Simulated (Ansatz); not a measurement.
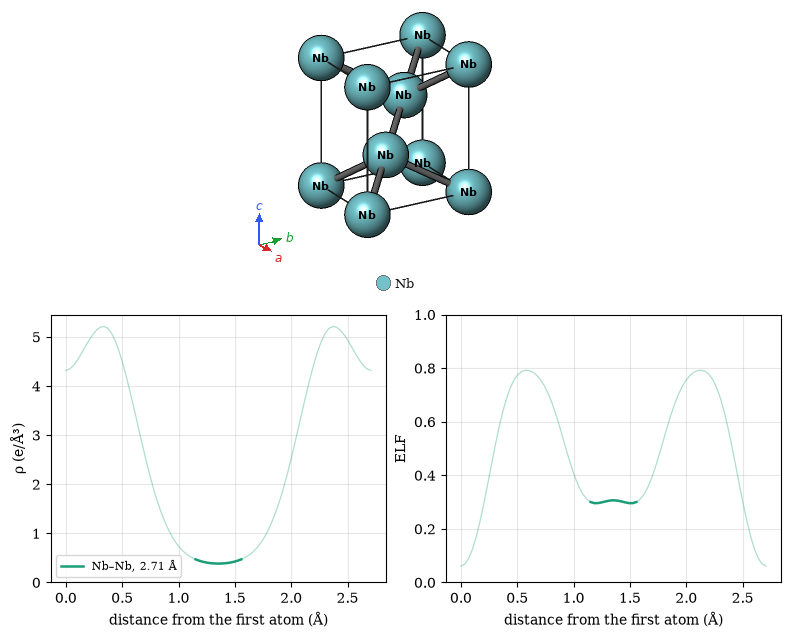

Nb. Valence charge density (pseudo) and electron localisation function along straight lines between neighbouring atoms. Thin, pale parts lie inside the atomic spheres. The structure is drawn too.

Space group R-3m; computed pressure about 4 GPa in this cell; computed without spin polarisation.

Level of theory: DFT PBE, scalar-relativistic, plane waves, PAW (Ansatz 0.2.0).

The density is the valence pseudo-density of a PAW calculation; it isn't the true density close to the nuclei.

Input file:

```
crystal:
  lattice:
    - [-1.2810883364, 1.6866838714, 1.6866838714]
    - [1.6866838714, -1.2810883364, 1.6866838714]
    - [1.6866838714, 1.6866838714, -1.2810883364]
  atoms:
    - { symbol: Nb, position: [0.0, 0.0, 0.0] }
basis:
  ecutwfc: 420
kpoints:
  mp_grid: { grid: [22, 22, 22] }
hamiltonian:
  xc: pbe
scf:
  occupations: { method: gaussian, width: 0.15 }
output:
  forces: true
  stress: true
  eigenvalues: true
  write_density: true
  write_potential: true
  elf: true
  volumetric_format: npy
```

Command:

```sh
ansatz run input.yaml --threads 1 --pin off --max-ram 2560MiB --backend cpu --events-out ev --progress --plain --runs-dir out
```

Below, planes, directions and counts refer to the conventional cell (a = 4.20 Å, b = 4.20 Å, c = 3.62 Å, α = 90.00°, β = 90.00°, γ = 120.00°).

Q: What can be read from the curves?

A: Nb–Nb (2.71 Å): ρ is about 0.39 e/Å³ halfway; the ELF is about 0.30 at the midpoint.
